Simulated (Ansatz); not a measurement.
Run report: Pb$_{26}$S$_{27}$ (charge −2), field-gradient calculation (part 1 of 2)

Pb$_{26}$S$_{27}$ (defect cell, 53 atoms in the cell, total charge −2), computed with DFT, PBE, plane-wave PAW, default files, scalar-relativistic, no spin polarisation (Ansatz 0.2.0).

The structure derives from an entry of the Crystallography Open Database. It belongs to a series of runs on one base structure; here: Pb vacancy, charge -2, host positions.

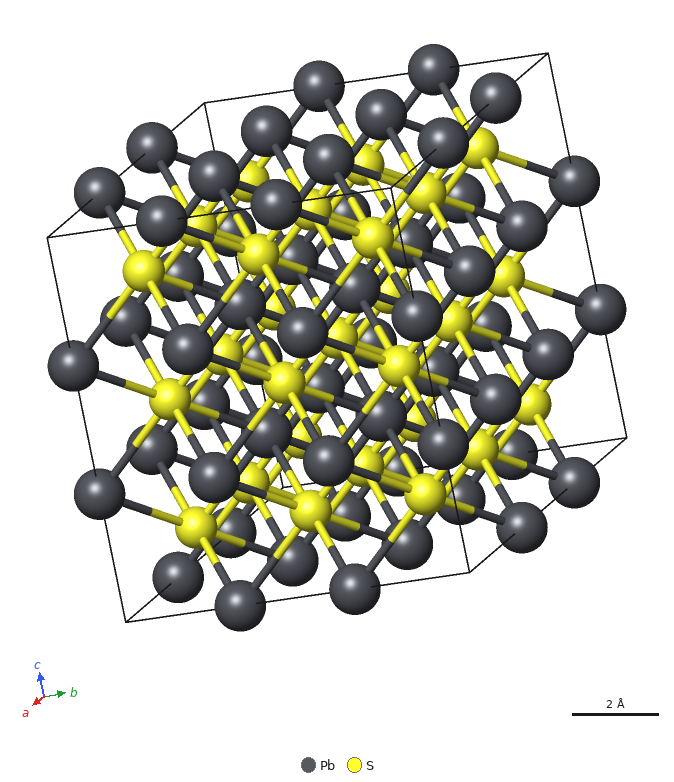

Figure 1. The structure as given in the input (ball-and-stick view of the cell of the calculation, seen slightly off an axis). An atom can appear more than once, as a periodic image. Near neighbours in the periodic cell (some may lie outside the picture): Pb has 6 S at 2.97 Å; S has 6 Pb at 2.97 Å; S has 5 Pb at 2.97 Å.

The input
```yaml
crystal:
  lattice:
    - [0.0, 8.89725, 8.89725]
    - [8.89725, 0.0, 8.89725]
    - [8.89725, 8.89725, 0.0]
  atoms:
    - { symbol: Pb, position: [0.0, 0.0, 0.3333333333] }
    - { symbol: Pb, position: [0.0, 0.0, 0.6666666667] }
    - { symbol: Pb, position: [0.0, 0.3333333333, 0.0] }
    - { symbol: Pb, position: [0.0, 0.3333333333, 0.3333333333] }
    - { symbol: Pb, position: [0.0, 0.3333333333, 0.6666666667] }
    - { symbol: Pb, position: [0.0, 0.6666666667, 0.0] }
    - { symbol: Pb, position: [0.0, 0.6666666667, 0.3333333333] }
    - { symbol: Pb, position: [0.0, 0.6666666667, 0.6666666667] }
    - { symbol: Pb, position: [0.3333333333, 0.0, 0.0] }
    - { symbol: Pb, position: [0.3333333333, 0.0, 0.3333333333] }
    - { symbol: Pb, position: [0.3333333333, 0.0, 0.6666666667] }
    - { symbol: Pb, position: [0.3333333333, 0.3333333333, 0.0] }
    - { symbol: Pb, position: [0.3333333333, 0.3333333333, 0.3333333333] }
    - { symbol: Pb, position: [0.3333333333, 0.3333333333, 0.6666666667] }
    - { symbol: Pb, position: [0.3333333333, 0.6666666667, 0.0] }
    - { symbol: Pb, position: [0.3333333333, 0.6666666667, 0.3333333333] }
    - { symbol: Pb, position: [0.3333333333, 0.6666666667, 0.6666666667] }
    - { symbol: Pb, position: [0.6666666667, 0.0, 0.0] }
    - { symbol: Pb, position: [0.6666666667, 0.0, 0.3333333333] }
    - { symbol: Pb, position: [0.6666666667, 0.0, 0.6666666667] }
    - { symbol: Pb, position: [0.6666666667, 0.3333333333, 0.0] }
    - { symbol: Pb, position: [0.6666666667, 0.3333333333, 0.3333333333] }
    - { symbol: Pb, position: [0.6666666667, 0.3333333333, 0.6666666667] }
    - { symbol: Pb, position: [0.6666666667, 0.6666666667, 0.0] }
    - { symbol: Pb, position: [0.6666666667, 0.6666666667, 0.3333333333] }
    - { symbol: Pb, position: [0.6666666667, 0.6666666667, 0.6666666667] }
    - { symbol: S, position: [0.1666666667, 0.1666666667, 0.1666666667] }
    - { symbol: S, position: [0.1666666667, 0.1666666667, 0.5] }
    - { symbol: S, position: [0.1666666667, 0.1666666667, 0.8333333333] }
    - { symbol: S, position: [0.1666666667, 0.5, 0.1666666667] }
    - { symbol: S, position: [0.1666666667, 0.5, 0.5] }
    - { symbol: S, position: [0.1666666667, 0.5, 0.8333333333] }
    - { symbol: S, position: [0.1666666667, 0.8333333333, 0.1666666667] }
    - { symbol: S, position: [0.1666666667, 0.8333333333, 0.5] }
    - { symbol: S, position: [0.1666666667, 0.8333333333, 0.8333333333] }
    - { symbol: S, position: [0.5, 0.1666666667, 0.1666666667] }
    - { symbol: S, position: [0.5, 0.1666666667, 0.5] }
    - { symbol: S, position: [0.5, 0.1666666667, 0.8333333333] }
    - { symbol: S, position: [0.5, 0.5, 0.1666666667] }
    - { symbol: S, position: [0.5, 0.5, 0.5] }
    - { symbol: S, position: [0.5, 0.5, 0.8333333333] }
    - { symbol: S, position: [0.5, 0.8333333333, 0.1666666667] }
    - { symbol: S, position: [0.5, 0.8333333333, 0.5] }
    - { symbol: S, position: [0.5, 0.8333333333, 0.8333333333] }
    - { symbol: S, position: [0.8333333333, 0.1666666667, 0.1666666667] }
    - { symbol: S, position: [0.8333333333, 0.1666666667, 0.5] }
    - { symbol: S, position: [0.8333333333, 0.1666666667, 0.8333333333] }
    - { symbol: S, position: [0.8333333333, 0.5, 0.1666666667] }
    - { symbol: S, position: [0.8333333333, 0.5, 0.5] }
    - { symbol: S, position: [0.8333333333, 0.5, 0.8333333333] }
    - { symbol: S, position: [0.8333333333, 0.8333333333, 0.1666666667] }
    - { symbol: S, position: [0.8333333333, 0.8333333333, 0.5] }
    - { symbol: S, position: [0.8333333333, 0.8333333333, 0.8333333333] }
total_charge: -2
kpoints:
  mp_grid: { grid: [2, 2, 2] }
scf:
  occupations: { method: fermi_dirac, width: 0.01 }
hamiltonian:
  xc: pbe
  pseudopotentials: { kind: paw }
output:
  forces: true
  stress: true
  populations: true
  efg: { quadrupole_moments_barn: { S: -0.0694 }, contact_densities: true }
```

Machine: 4 threads of Arm Neoverse V2, 24 GiB of memory available, shared host.

Command:
```bash
ansatz run input.yaml --threads 4 --pin off --max-ram 8192MiB --backend cpu --events-out ev --progress --plain --runs-dir out
```

The program's output
```
Pb: output.efg is read without spin–orbit coupling, which moves field gradients at and beside such atoms by some per cent and up to a factor of two; PAW files take it under magnetization.noncollinear and magnetization.spin_orbit
Engine: ansatz 0.2.0, aarch64-unknown-linux-gnu
Pseudopotentials: kind: paw
Pseudopotential: Pb, paw, valence charge 14, recommended cutoff 420 eV (normal), Pb.paw.azcp
Pseudopotential: S, paw, valence charge 6, recommended cutoff 420 eV (normal), S.paw.azcp
Functional definition: PBE
  parameter kappa = 0.804
  parameter beta = 0.06672455060314922
  exchange = pbe_x(kappa = kappa, mu = beta*pi^2/3)
  correlation = pbe_c(beta = beta)
Crystal: 53 atoms, lattice volume = 1408.631 Å³
Basis set: ecut = 420 eV, 27581 PW (Γ), exchange–correlation on 180×180×180 points (8 copies of the dense FFT grid, shifted against one another)
Bands: 317, of which v1, the nominal top of the filled ones, is band 264 counted from 1 (263 counted from 0)
Symmetry: 48 space group operations
Space group: Fm-3m (ITA 225), of the structure as read, at distance tolerance 1.1e-4 Å
k-points: 3 of 8
Non-local potential: Pb, projectors of the file, l = 0: 2, l = 1: 2, l = 2: 2, l = 3: 2
Non-local potential: S, projectors of the file, l = 0: 2, l = 1: 2, l = 2: 2
PAW form: soft (Blöchl's): semilocal exchange-correlation on the pseudo side does not see the compensation charge
PAW one-centre angular grid: Pb, 590 points (default); XC on 64 Gauss nodes
PAW one-centre angular grid: S, 110 points (default); XC on 64 Gauss nodes
Initial density: superposition of atomic densities (neutral atoms scaled as one to the charged cell's electrons: chi_scale 0, normalization atom), corrected by the library's trained network
Initial wavefunctions: pseudopotential atomic-orbital guess
Functional: x = pbe(κ = 0.804, μ = 0.2195149727645171), c = pbe(β = 0.06672455060314922)
SCF iter   1: F=—  HF=-333934.239491 eV  |F-HF|=—  |Δ(HF+E_count)|=         —  Δρ=6.37e-3  dr2=8.89e-1  ethr=1.77e-3  ⟨swp⟩=6.0  Hψ=3930  notcnv=0  defer=46
preconditioner: auto → Resta (q_TF=auto, 2.317 Å⁻¹)  ε∞=3.7  [insulator: Δε(μ)=0.481 eV  Ē_g=13.797 eV  σ=0.010 eV  W_gap=1.00  n_scr=306 (ndim 8)  ℏωp=22.7 eV  f_vac=0.012  D(μ)=0.00/eV (n_scr^D=0)  ε∞_Penn≈3.7]
SCF iter   2: F=—  HF=-333933.952823 eV  |F-HF|=—  |Δ(HF+E_count)|=   2.87e-1  Δρ=2.10e-3  dr2=9.70e-2  ethr=1.68e-4  ⟨swp⟩=3.7  Hψ=1887  notcnv=0  defer=132
SCF iter   3: F=—  HF=-333933.916101 eV  |F-HF|=—  |Δ(HF+E_count)|=   3.67e-2  Δρ=6.79e-4  dr2=1.78e-2  ethr=1.84e-5  ⟨swp⟩=3.0  Hψ=1665  notcnv=0  defer=132
SCF iter   4: F=—  HF=-333933.913582 eV  |F-HF|=—  |Δ(HF+E_count)|=   2.52e-3  Δρ=3.86e-4  dr2=3.27e-3  ethr=3.38e-6  ⟨swp⟩=3.3  Hψ=1644  notcnv=0  defer=132
SCF iter   5: F=—  HF=-333933.913677 eV  |F-HF|=—  |Δ(HF+E_count)|=   9.48e-5  Δρ=1.37e-4  dr2=4.58e-4  ethr=6.19e-7  ⟨swp⟩=2.0  Hψ=1059  notcnv=0  defer=132
SCF iter   6: F=—  HF=-333933.913690 eV  |F-HF|=—  |Δ(HF+E_count)|=   1.33e-5  Δρ=3.39e-5  dr2=3.32e-5  ethr=8.68e-8  ⟨swp⟩=2.0  Hψ=1187  notcnv=0  defer=132
SCF iter   7: F=—  HF=-333933.914676 eV  |F-HF|=—  |Δ(HF+E_count)|=   9.86e-4  Δρ=1.74e-5  dr2=8.48e-6  ethr=6.28e-9  ⟨swp⟩=2.0  Hψ=1262  notcnv=0  defer=132
SCF iter   8: F=—  HF=-333933.914679 eV  |F-HF|=—  |Δ(HF+E_count)|=   3.20e-6  Δρ=4.97e-6  dr2=6.17e-7  ethr=1.61e-9  ⟨swp⟩=2.0  Hψ=1199  notcnv=0  defer=132
SCF iter   9: F=-333933.914680 eV  HF=-333933.914680 eV  |F-HF|=6.18e-8  |Δ(HF+E_count)|=   9.98e-7  Δρ=1.54e-6  dr2=5.40e-8  ethr=1.89e-11  ⟨swp⟩=16.0  Hψ=6067  notcnv=0
SCF 1 converged in 9 iterations: F = -333933.914680 eV  dr2 = 5.40e-8
  greatest PAW one-centre occupation: 0.982 electrons in one spin orbital (limit 2), on the Pb atom at site 24 (counted from 0), in its partial waves of l = 2
SCF converged after 9 iterations
Free energy (F): -333933.914680 eV
Harris-Foulkes:  -333933.914680 eV  (|F-HF|=6.18e-8)
Internal energy: -333933.914680 eV  (E = F + TS)
E sigma→0 (E₀):  -333933.914680 eV
Fermi energy:    8.278198 eV
--- Per-component energies (eV) ---
  E_band       = -1596.574267
  E_kinetic    = 10363.449043
  E_local      = -33264.981761  (includes V_loc(G=0)·N_el)
  E_nonlocal   = 9875.217992
  E_hartree    = 13000.143207
  E_xc         = -8396.585429
  E_vxc        = -5842.908751  (∫ρ·V_xc dr)
  E_paw        = -286690.734900  (= ΣΔE_a)
  E_vpaw       = -8727.616558  (= ΣTr[D̂ρ^β])
  E_aug_tail   = 0.001351  (compensation charges beyond the density's cutoff)
  E_ewald      = -38820.424185
  E_smearing   = -0.000000  (= −TS)
  E_closure    = -0.000000  (closes the sum)
  E_deformation_potential = -26.869416  (in the stress; not in F)
  Σ components = -333933.914680   (vs F -333933.914680, Δ=0.00e0)
--- Forces (eV/Å), atoms counted from 1 ---
  atom   1  Pb    -0.35406164    -0.35406164    -0.00000000
  atom   2  Pb     0.35406164     0.35406164    -0.00000000
  atom   3  Pb    -0.35406164    -0.00000000    -0.35406164
  atom   4  Pb     0.03440150    -0.03440150    -0.03440150
  atom   5  Pb    -0.00000000     0.35406164    -0.35406164
  atom   6  Pb     0.35406164     0.00000000     0.35406164
  atom   7  Pb     0.00000000    -0.35406164     0.35406164
  atom   8  Pb    -0.03440150     0.03440150     0.03440150
  atom   9  Pb     0.00000000    -0.35406164    -0.35406164
  atom  10  Pb    -0.03440150     0.03440150    -0.03440150
  atom  11  Pb     0.35406164     0.00000000    -0.35406164
  atom  12  Pb    -0.03440150    -0.03440150     0.03440150
  atom  13  Pb     0.03440150     0.03440150     0.03440150
  atom  14  Pb     0.00000000     0.00000000    -0.27796688
  atom  15  Pb     0.35406164    -0.35406164    -0.00000000
  atom  16  Pb     0.00000000    -0.27796688    -0.00000000
  atom  17  Pb     0.27796688     0.00000000     0.00000000
  atom  18  Pb    -0.00000000     0.35406164     0.35406164
  atom  19  Pb    -0.35406164    -0.00000000     0.35406164
  atom  20  Pb     0.03440150    -0.03440150     0.03440150
  atom  21  Pb    -0.35406164     0.35406164     0.00000000
  atom  22  Pb    -0.27796688    -0.00000000    -0.00000000
  atom  23  Pb    -0.00000000     0.27796688     0.00000000
  atom  24  Pb     0.03440150     0.03440150    -0.03440150
  atom  25  Pb     0.00000000    -0.00000000     0.27796688
  atom  26  Pb    -0.03440150    -0.03440150    -0.03440150
  atom  27  S      0.06488345     0.06488345     0.06488345
  atom  28  S     -0.06488345    -0.06488345     0.06488345
  atom  29  S     -0.00000000    -0.00000000     0.32811901
  atom  30  S     -0.06488345     0.06488345    -0.06488345
  atom  31  S      0.00000000    -0.00586998    -0.00586998
  atom  32  S      0.00586998     0.00000000    -0.00586998
  atom  33  S     -0.00000000     0.32811901    -0.00000000
  atom  34  S      0.00586998    -0.00586998     0.00000000
  atom  35  S     -0.32811901    -0.00000000     0.00000000
  atom  36  S      0.06488345    -0.06488345    -0.06488345
  atom  37  S     -0.00586998    -0.00000000    -0.00586998
  atom  38  S     -0.00000000     0.00586998    -0.00586998
  atom  39  S     -0.00586998    -0.00586998    -0.00000000
  atom  40  S     -0.00000000    -0.00000000     0.00000000
  atom  41  S      0.00586998     0.00586998     0.00000000
  atom  42  S      0.00000000    -0.00586998     0.00586998
  atom  43  S      0.00586998     0.00000000     0.00586998
  atom  44  S     -0.06488345     0.06488345     0.06488345
  atom  45  S      0.32811901     0.00000000    -0.00000000
  atom  46  S     -0.00586998     0.00586998     0.00000000
  atom  47  S      0.00000000    -0.32811901     0.00000000
  atom  48  S     -0.00586998    -0.00000000     0.00586998
  atom  49  S     -0.00000000     0.00586998     0.00586998
  atom  50  S      0.06488345    -0.06488345     0.06488345
  atom  51  S     -0.00000000     0.00000000    -0.32811901
  atom  52  S      0.06488345     0.06488345    -0.06488345
  atom  53  S     -0.06488345    -0.06488345    -0.06488345
  max |Σ_I F_I| component: 7.77e-16 eV/Å
--- Stress (GPa, compression-positive) ---
        1.571738       0.000000       0.000000
       -0.000000       1.571738      -0.000000
       -0.000000      -0.000000       1.571738
  P = ⅓ Tr σ = 1.5717 GPa (15.717 kbar)
--- PAW observables at the nuclei: V_zz in 10²¹ V/m², potentials from the cell's mean, atoms counted from 1 ---
  atom   1  Pb V_zz =    +4.824051   η = 0.4009   by run symmetry: allowed
            electrostatic potential = -17477.730477 V   contact ρ = 16532736.106558 e/Å³
  atom   2  Pb V_zz =    +4.824051   η = 0.4009   by run symmetry: allowed
            electrostatic potential = -17477.730477 V   contact ρ = 16532736.106558 e/Å³
  atom   3  Pb V_zz =    +4.824051   η = 0.4009   by run symmetry: allowed
            electrostatic potential = -17477.730477 V   contact ρ = 16532736.106558 e/Å³
  atom   4  Pb V_zz =    -0.047340   η = 0.0000   by run symmetry: allowed
            electrostatic potential = -17477.578859 V   contact ρ = 16532738.815473 e/Å³
  atom   5  Pb V_zz =    +4.824051   η = 0.4009   by run symmetry: allowed
            electrostatic potential = -17477.730477 V   contact ρ = 16532736.106558 e/Å³
  atom   6  Pb V_zz =    +4.824051   η = 0.4009   by run symmetry: allowed
            electrostatic potential = -17477.730477 V   contact ρ = 16532736.106558 e/Å³
  atom   7  Pb V_zz =    +4.824051   η = 0.4009   by run symmetry: allowed
            electrostatic potential = -17477.730477 V   contact ρ = 16532736.106558 e/Å³
  atom   8  Pb V_zz =    -0.047340   η = 0.0000   by run symmetry: allowed
            electrostatic potential = -17477.578859 V   contact ρ = 16532738.815473 e/Å³
  atom   9  Pb V_zz =    +4.824051   η = 0.4009   by run symmetry: allowed
            electrostatic potential = -17477.730477 V   contact ρ = 16532736.106558 e/Å³
  atom  10  Pb V_zz =    -0.047340   η = 0.0000   by run symmetry: allowed
            electrostatic potential = -17477.578859 V   contact ρ = 16532738.815473 e/Å³
  atom  11  Pb V_zz =    +4.824051   η = 0.4009   by run symmetry: allowed
            electrostatic potential = -17477.730477 V   contact ρ = 16532736.106558 e/Å³
  atom  12  Pb V_zz =    -0.047340   η = 0.0000   by run symmetry: allowed
            electrostatic potential = -17477.578859 V   contact ρ = 16532738.815473 e/Å³
  atom  13  Pb V_zz =    -0.047340   η = 0.0000   by run symmetry: allowed
            electrostatic potential = -17477.578859 V   contact ρ = 16532738.815473 e/Å³
  atom  14  Pb V_zz =    -9.702423   η = 0.0000   by run symmetry: allowed
            electrostatic potential = -17477.833116 V   contact ρ = 16532745.260319 e/Å³
  atom  15  Pb V_zz =    +4.824051   η = 0.4009   by run symmetry: allowed
            electrostatic potential = -17477.730477 V   contact ρ = 16532736.106558 e/Å³
  atom  16  Pb V_zz =    -9.702423   η = 0.0000   by run symmetry: allowed
            electrostatic potential = -17477.833116 V   contact ρ = 16532745.260319 e/Å³
  atom  17  Pb V_zz =    -9.702423   η = 0.0000   by run symmetry: allowed
            electrostatic potential = -17477.833116 V   contact ρ = 16532745.260319 e/Å³
  atom  18  Pb V_zz =    +4.824051   η = 0.4009   by run symmetry: allowed
            electrostatic potential = -17477.730477 V   contact ρ = 16532736.106558 e/Å³
  atom  19  Pb V_zz =    +4.824051   η = 0.4009   by run symmetry: allowed
            electrostatic potential = -17477.730477 V   contact ρ = 16532736.106558 e/Å³
  atom  20  Pb V_zz =    -0.047340   η = 0.0000   by run symmetry: allowed
            electrostatic potential = -17477.578859 V   contact ρ = 16532738.815473 e/Å³
  atom  21  Pb V_zz =    +4.824051   η = 0.4009   by run symmetry: allowed
            electrostatic potential = -17477.730477 V   contact ρ = 16532736.106558 e/Å³
  atom  22  Pb V_zz =    -9.702423   η = 0.0000   by run symmetry: allowed
            electrostatic potential = -17477.833116 V   contact ρ = 16532745.260319 e/Å³
  atom  23  Pb V_zz =    -9.702423   η = 0.0000   by run symmetry: allowed
            electrostatic potential = -17477.833116 V   contact ρ = 16532745.260319 e/Å³
  atom  24  Pb V_zz =    -0.047340   η = 0.0000   by run symmetry: allowed
            electrostatic potential = -17477.578859 V   contact ρ = 16532738.815473 e/Å³
  atom  25  Pb V_zz =    -9.702423   η = 0.0000   by run symmetry: allowed
            electrostatic potential = -17477.833116 V   contact ρ = 16532745.260319 e/Å³
  atom  26  Pb V_zz =    -0.047340   η = 0.0000   by run symmetry: allowed
            electrostatic potential = -17477.578859 V   contact ρ = 16532738.815473 e/Å³
  atom  27  S  V_zz =    -0.148425   η = 0.0000   by run symmetry: allowed   C_q = +0.2491 MHz
            electrostatic potential = -1636.100254 V   contact ρ = 19769.994560 e/Å³
  atom  28  S  V_zz =    -0.148425   η = 0.0000   by run symmetry: allowed   C_q = +0.2491 MHz
            electrostatic potential = -1636.100254 V   contact ρ = 19769.994560 e/Å³
  atom  29  S  V_zz =    -4.408501   η = 0.0000   by run symmetry: allowed   C_q = +7.3978 MHz
            electrostatic potential = -1636.577078 V   contact ρ = 19770.396532 e/Å³
  atom  30  S  V_zz =    -0.148425   η = 0.0000   by run symmetry: allowed   C_q = +0.2491 MHz
            electrostatic potential = -1636.100254 V   contact ρ = 19769.994560 e/Å³
  atom  31  S  V_zz =    +0.799355   η = 0.2415   by run symmetry: allowed   C_q = -1.3414 MHz
            electrostatic potential = -1636.174318 V   contact ρ = 19770.054410 e/Å³
  atom  32  S  V_zz =    +0.799355   η = 0.2415   by run symmetry: allowed   C_q = -1.3414 MHz
            electrostatic potential = -1636.174318 V   contact ρ = 19770.054410 e/Å³
  atom  33  S  V_zz =    -4.408501   η = 0.0000   by run symmetry: allowed   C_q = +7.3978 MHz
            electrostatic potential = -1636.577078 V   contact ρ = 19770.396532 e/Å³
  atom  34  S  V_zz =    +0.799355   η = 0.2415   by run symmetry: allowed   C_q = -1.3414 MHz
            electrostatic potential = -1636.174318 V   contact ρ = 19770.054410 e/Å³
```
